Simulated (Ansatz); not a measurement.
# Single-point calculation of TiO (part 3 of 3)

The same run, continued: TiO (P-62m, 6 atoms in the cell); DFT r2SCAN+U, scalar-relativistic, plane waves, PAW, Ueff = 4 eV on Ti d, spin-polarised (Ansatz 0.2.0); cutoff 500 eV, 6×6×6 k-mesh, Gaussian smearing of 0.1 eV, collinear spins. The structure derives from a Materials Project entry.

Geometry of the input (Å; fractional positions):
```
4.9891  0.0000  0.0000
-2.4945  4.3207  0.0000
0.0000  0.0000  2.8733
Ti 0.6667  0.3333  0.5000
Ti 0.3333  0.6667  0.5000
Ti 0.0000  0.0000  0.0000
O  0.6056  0.6056  0.0000
O  0.3944  0.0000  0.0000
O  0.0000  0.3944  0.0000
```

## Output, continued
```
SCF iter  41: F=-9216.584490 eV  HF=-9216.584490 eV  |F-HF|=1.24e-10  |Δ(HF+E_count)|=  3.22e-10  Δρ=2.05e-7 (↑1.61e-7 ↓2.05e-7)  dr2=2.05e-11  dr2_τ=1.56e-12  dr2_m=3.79e-12  M=-0.000 μB ∫|m|=0.000 μB  ethr=1.00e-12  ⟨swp⟩=1.0  Hψ=5510  notcnv=0
the SCF closed 0.66 meV above the free energy of iteration 15 of the SCF that came to this state, or of a state that it met there and left: the closed state is not the lowest of this functional
WARN: the starting moments were not kept: the SCF closed with an absolute magnetisation of 4.8e-5 μB, where they sum to 3 μB in size (3 sites). That is at most 0.1 of that sum. Measured as dr2_m measures the in/out step, that magnetisation stands 3.6e-10 eV from none, at or under the dr2_threshold of 1.0e-7 eV: it is no larger than a step whose dr2_m would equal this threshold. The system may hold no moment; this SCF shows only that its start led to no more than that. To try another start: raise the starting moments (crystal.atoms[].spin, magnetization.per_species, magnetization.initial_magnetization, or on a non-collinear deck that types none of these the spinor_matrix: blocks that start its atoms; where the total moment is fixed, keep their sum and leave initial_magnetization as it is; typed ones take the place of any that the run laid by itself, positive ones on a crystal's lanthanoids without a Hubbard term where scf.initial_density.shell_occupations: [] is typed) or, if the notice of its spin-set hold's release reads "site moments contracting" or "site moments show no strong build", lengthen the hold (scf.mixing.spin_hold: { on: { confirm: 4 } }; for m-r²SCAN on two components see the key's manual first). Each may lead to a state that holds a moment. A second SCF, from the converged charge density, with the starting moments and any scf.initial_density.shell_occupations laid on it anew, would have followed, and was not run: the deck does not ask for one (magnetization.retry_lost_moments is false, the default). To let it run, set magnetization.retry_lost_moments: true and run the deck again, where that key's refused combinations let it; where memory then withholds it, that run's warning says so.
SCF 1 converged in 41 iterations: F = -9216.584490 eV  dr2 = 2.05e-11
  greatest PAW one-centre occupation: 1.002 electrons in one spin orbital (limit 2), on the Ti atom at site 1 (counted from 0), in its partial waves of l = 1
```

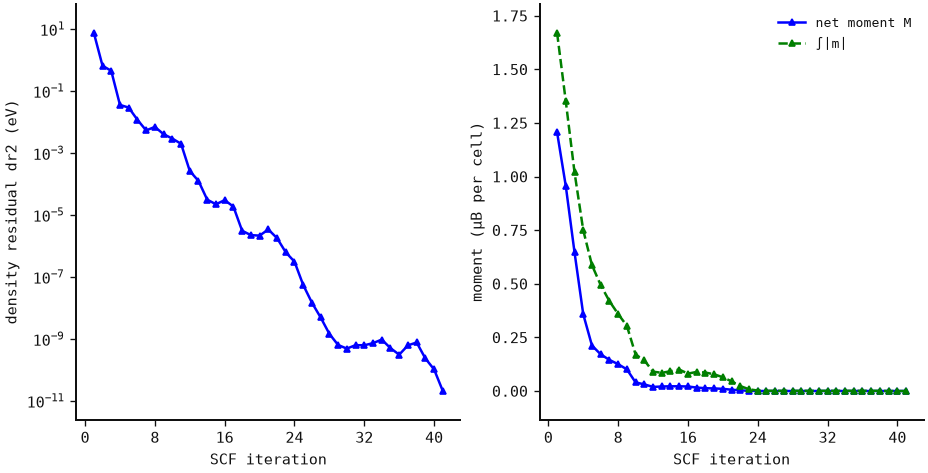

Convergence of the self-consistent field: density residual dr2 and magnetic moment against the SCF iteration. The residual comes down, with one marked jump up, by a factor of about 2, at step 37. The net moment goes from 1.2 to 0.0 μB per cell, and ∫|m| falls to zero.

```
this state was not tested for a lower state beside it, because the mixer in use, unlike msr1, does not test its closes by its own steps (another_mixer; see scf.mixing.algorithm and scf.lower_state_search)
SCF converged after 41 iterations
Magnetization: -0.0000 μB (27.0000 up, 27.0000 down)
Absolute magnetization: 0.0001 μB (∫|ρ↑−ρ↓|, with the PAW one-centre terms)
Spin contamination: 0.0000 ħ² per cell (⟨S²⟩ above its minimum at these occupations)
Per-site moments (μB) at R_I (Å): [(4.731018638461421e-6, 0.8667985001749767), (4.731018638577633e-6, 0.8667985001749766), (-1.291160689383253e-5, 0.8117585736574755), (-3.7329014152991674e-8, 0.8117585736574755), (-3.732901417011152e-8, 0.8117585736574756), (-3.732901427348267e-8, 0.8117585736574755)]
Free energy (F): -9216.584490 eV
Harris-Foulkes:  -9216.584490 eV  (|F-HF|=1.24e-10)
Internal energy: -9216.580995 eV  (E = F + TS)
E sigma→0 (E₀):  -9216.582742 eV
Entropy (-TS):   -0.003496 eV (-0.583 meV/atom)
Fermi energy:    16.427400 eV
--- Per-component energies (eV) ---
  E_band       = -413.962918
  E_kinetic    = 1358.459705
  E_local      = -3000.087056  (includes V_loc(G=0)·N_el)
  E_nonlocal   = 160.876557
  E_hartree    = 1192.541700
  E_xc         = -504.697830
  E_vxc        = -722.463250  (∫ρ·V_xc dr)
  E_hubbard    = 11.037601  (on-site DFT+U / exact-exchange correction)
  E_vhub       = 6.122745  (the Hubbard potential's part of the band-sum identity)
  E_paw        = -3649.500739  (= ΣΔE_a)
  E_vpaw       = -649.167810  (= ΣTr[D̂ρ^β])
  E_aug_tail   = 0.003331  (compensation charges beyond the density's cutoff)
  E_vtau       = 47.209401  (kinetic-family band-sum trace: ∫τ·v_τ [+ j·A + Jᵃ·Aᵃ] dr)
  E_ewald      = -4784.358070
  E_core_change = -0.856194  (= ΣΔE_core)
  E_smearing   = -0.003496  (= −TS)
  E_closure    = -0.000000  (closes the sum)
  Σ components = -9216.584490   (vs F -9216.584490, Δ=0.00e0)
--- Forces (eV/Å), atoms counted from 1 ---
  atom   1  Ti    -0.00000000     0.00000000     0.00000000
  atom   2  Ti     0.00000000    -0.00000000     0.00000000
  atom   3  Ti    -0.00000000    -0.00000000     0.00000000
  atom   4  O      0.06908597     0.11966041     0.00000000
  atom   5  O     -0.13817194     0.00000000     0.00000000
  atom   6  O      0.06908597    -0.11966041     0.00000000
  max |Σ_I F_I| component: 1.39e-17 eV/Å
--- Stress (GPa, compression-positive) ---
        5.062378      -0.000000       0.000000
       -0.000000       5.062378       0.000000
        0.000000       0.000000       5.870452
  P = ⅓ Tr σ = 5.3317 GPa (53.317 kbar)
--- Band table (eV; the first three rows and the last of 56) ---
  k-point 0 ↑: bands = ["-44.8798", "-44.7973", "-44.6799", "-20.3314", "-20.3314", "-20.1473", "-20.1473", "-19.8823", "-19.8823", "-19.8305", "-19.7399", "-19.3834", "-7.0517", "-5.4562", "-5.4562", "6.6965", "8.3252", "8.3252", "9.4088", "9.5821", "9.5821", "10.2870", "10.2870", "10.4710", "12.4300", "15.2115", "15.9459", "15.9459", "17.3073", "17.5300", "17.5300", "17.6409", "17.6409", "18.2525", "18.9391"]
  k-point 1 ↑: bands = ["-44.8650", "-44.7853", "-44.6699", "-20.2950", "-20.2950", "-20.1245", "-20.1245", "-19.9823", "-19.8833", "-19.8833", "-19.8552", "-19.4870", "-6.7850", "-5.4799", "-5.4799", "7.1464", "8.2414", "8.2414", "9.1348", "9.2729", "9.2729", "9.6789", "10.2372", "10.2372", "13.6949", "15.6647", "15.6647", "15.8301", "17.4952", "17.6362", "17.6362", "17.7793", "17.7793", "18.7083", "18.9340"]
  k-point 2 ↑: bands = ["-44.8344", "-44.7609", "-44.6486", "-20.2753", "-20.2208", "-20.2208", "-20.0809", "-20.0763", "-20.0763", "-19.8908", "-19.8908", "-19.6902", "-6.2351", "-5.5364", "-5.5364", "7.5586", "8.0456", "8.0456", "8.0952", "8.6692", "8.6692", "10.0247", "10.3001", "10.3001", "15.0546", "15.0546", "15.6555", "17.4523", "17.8399", "17.8399", "17.9089", "17.9524", "17.9524", "18.6351", "18.6351"]
  k-point 27 ↓: bands = ["-44.7807", "-44.7807", "-44.6318", "-20.3526", "-20.3526", "-20.2389", "-20.0428", "-20.0428", "-19.9982", "-19.9982", "-19.8658", "-19.7680", "-5.7617", "-5.6174", "-5.6174", "7.6421", "7.6421", "8.1543", "8.1543", "8.2868", "8.4982", "9.4248", "10.3807", "10.3807", "14.9634", "15.1801", "15.1801", "17.5545", "17.5545", "18.1998", "18.5063", "18.5063", "18.5428", "18.5428", "18.7614"]
Occupation matrices written to [file]
--- Löwdin populations: 6 sites ---
  site symbol       q [e]    m [muB]
     0     Ti     11.0772     0.0000
     1     Ti     11.0772     0.0000
     2     Ti     11.2395    -0.0000
     3      O      6.7573     0.0000
     4      O      6.7573     0.0000
     5      O      6.7573     0.0000
  spilling = 0.006190 (of n_electrons = 54.000000)
```

## File populations.tsv
```
# site	symbol	l	j	q_up	q_dn
# orbitals = lowdin
# n_electrons = 54.000000
# spilling = 0.006190
# projection_atom_Ti: [Ne] 3s2 3p6 3d2 4s2
# projection_atom_O: [He] 2s2 2p4
0	Ti	0_3S	-	0.959014	0.959014
0	Ti	0_4S	-	0.251181	0.251180
0	Ti	1_3P	-	2.994827	2.994827
0	Ti	2_3D	-	1.333560	1.333552
1	Ti	0_3S	-	0.959014	0.959014
1	Ti	0_4S	-	0.251181	0.251180
1	Ti	1_3P	-	2.994827	2.994827
1	Ti	2_3D	-	1.333560	1.333552
2	Ti	0_3S	-	0.964029	0.964029
2	Ti	0_4S	-	0.318728	0.318729
2	Ti	1_3P	-	2.994143	2.994143
2	Ti	2_3D	-	1.342836	1.342857
3	O	0_2S	-	0.864880	0.864880
3	O	1_2P	-	2.513773	2.513773
4	O	0_2S	-	0.864880	0.864880
4	O	1_2P	-	2.513773	2.513773
5	O	0_2S	-	0.864880	0.864880
5	O	1_2P	-	2.513773	2.513773
```

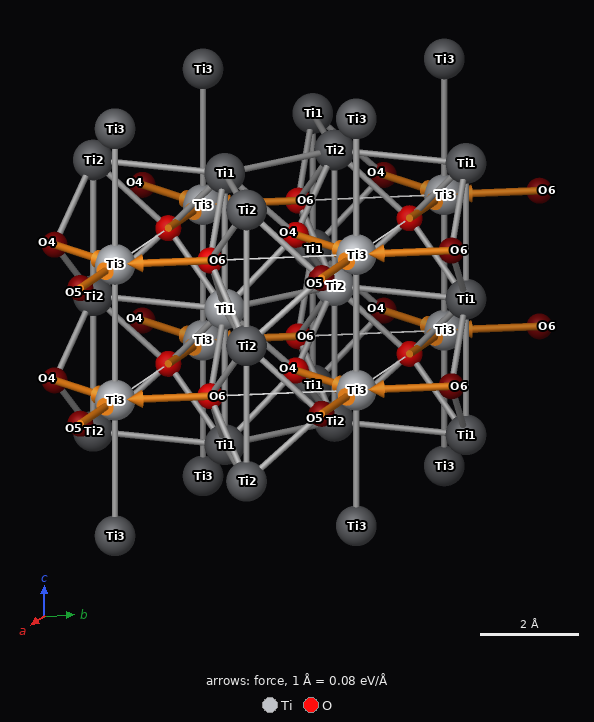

Forces on the atoms as orange arrows (ball-and-stick view of the cell of the calculation, seen slightly off an axis; neighbours outside the cell are drawn fainter; atoms are numbered from 1 in the order of the input). The largest act on all 3 O atoms (0.14 eV/Å). The geometry is not a stationary point of this energy.

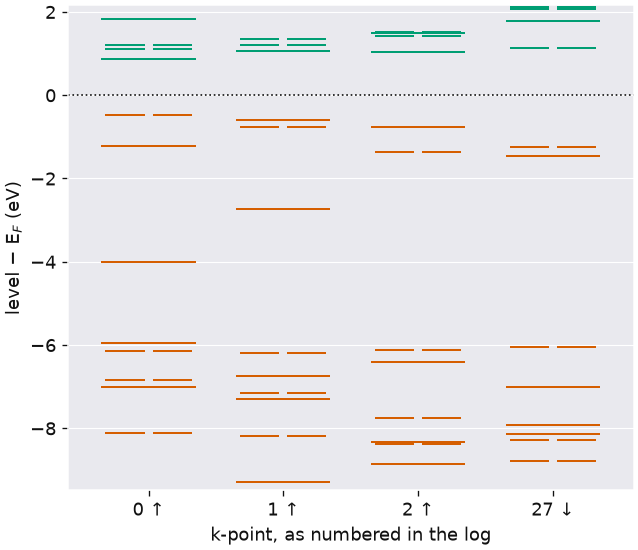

Kohn–Sham levels near the Fermi level (dotted) at the few k-points that the log prints; levels within 0.02 eV of each other stand side by side. The system is metallic on the full mesh.

## Key numbers

| quantity | value |
| --- | --- |
| outcome | converged |
| space group (tolerance 0.01 Å) | P-62m (189) |
| electrons treated | 54 |
| free energy | −9216.5845 eV |
| Fermi energy | 16.427 eV |
| gap on the k-point mesh | none (metallic) |
| net moment of the cell | 0.00 μB |
| integrated absolute moment | 0.00 μB |
| pressure | 5.33 GPa |
| largest force (length of the vector) | 0.138 eV/Å |
| hardware | 2 threads of Arm Neoverse V1, 24 GiB of memory available, shared host |
| wall time | 80 s (CPU time 2.6 min) |
| peak memory | 0.6 GiB |

## Notes

The electronic state found may not be the lowest one. Notes on the run: some starting moments were not kept; the state was not tested for a lower one. The cell is under a pressure of 5.3 GPa at this level, so it is not at its equilibrium volume.
